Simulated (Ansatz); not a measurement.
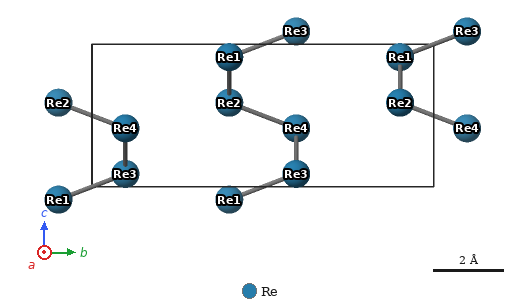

This is the input geometry for a relaxation of a crystal of Re (built on the black phosphorus_64 type) (coarse preliminary run). A ball-and-stick model of the conventional cell (2 times the calculation's cell), seen along the a axis. Lengths and directions refer to the drawn axes.

Case: black phosphorus type (Cmce, No. 64).

Computed with Ansatz 0.2.0, DFT PBEsol, scalar-relativistic, plane waves, PAW.

Input file:
```yaml
crystal:
  lattice:
    - [1.5452606492, -4.9018842347, 0.0]
    - [1.5452606492, 4.9018842347, 0.0]
    - [0.0, 0.0, 4.0895719901]
  atoms:
    - { symbol: Re, position: [0.098, 0.902, 0.91] }
    - { symbol: Re, position: [0.598, 0.402, 0.59] }
    - { symbol: Re, position: [0.902, 0.098, 0.09] }
    - { symbol: Re, position: [0.402, 0.598, 0.41] }
basis:
  ecutwfc: 420
kpoints:
  mp_grid: { grid: [6, 6, 4] }
hamiltonian:
  xc: pbesol
scf:
  occupations: { method: gaussian, width: 0.1 }
  lower_state_search: "off"
output:
  forces: true
  stress: true
  eigenvalues: true
relax:
  adjacent_minimum: "off"
  f_tol: 0.04
  max_steps: 70
  cell: { stress_tol: 0.4 }
```

**What does the optimiser find from here?**

The largest moves relative to the cell, 0.57 Å, are those of Re1, Re2, Re3 and Re4. Re2 goes along [0 −1 −2]. The volume changes by +0.6 %, with a 3.091 → 2.925 Å (−5.3 %), b 9.804 → 9.616 Å (−1.9 %), c 4.090 → 4.431 Å (+8.3 %). Near-neighbour distances that change, for instance: Re1–Re3 3.437 → 2.576 Å, Re1–Re3 (another image) 2.058 → 2.688 Å, Re1–Re2 2.025 → 2.655 Å, Re1–Re2 (another image) 3.181 → 2.655 Å. New bonds form: Re1–Re3 (3.44 → 2.58 Å), Re2–Re4 (3.44 → 2.58 Å). Among the angles between lasting bonds that change: Re2–Re1–Re2 99.5° → 66.9°, Re2–Re1–Re3 103.4° → 90.0°. The space group (tolerance 0.01 Å) goes from Cmce (No. 64) to Fmmm (No. 69). Over 9 accepted moves (11 points after the start) the energy falls by 4183 meV per atom. Largest force component: 16 eV/Å at the start, 0.006 eV/Å at the end. The pressure goes from 162.46 to 0.04 GPa. The line search rejected the trial step at point 7 of the run. At 1 point the geometry stayed and the basis and grid were re-selected for the new cell (energy shift of 0.5 meV per atom at most each time). The run took of the order of 30 core-seconds on a shared host.

Final geometry:

```
Re
1.0
     1.46264   -4.80802    0.00000
     1.46264    4.80802    0.00000
     0.00000    0.00000    4.43069
Re
4
Cartesian
  1.4626 3.4641 0.0000
  1.4626 -1.3439 2.2153
  1.4626 -3.4641 4.4307
  1.4626 1.3439 2.2154
```

The end point in the same view:

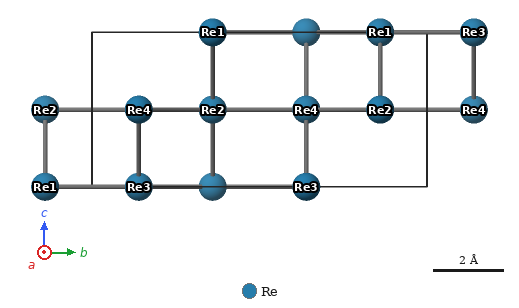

Limits of the set-up: the k-point mesh is coarse for a cell with partly filled bands.
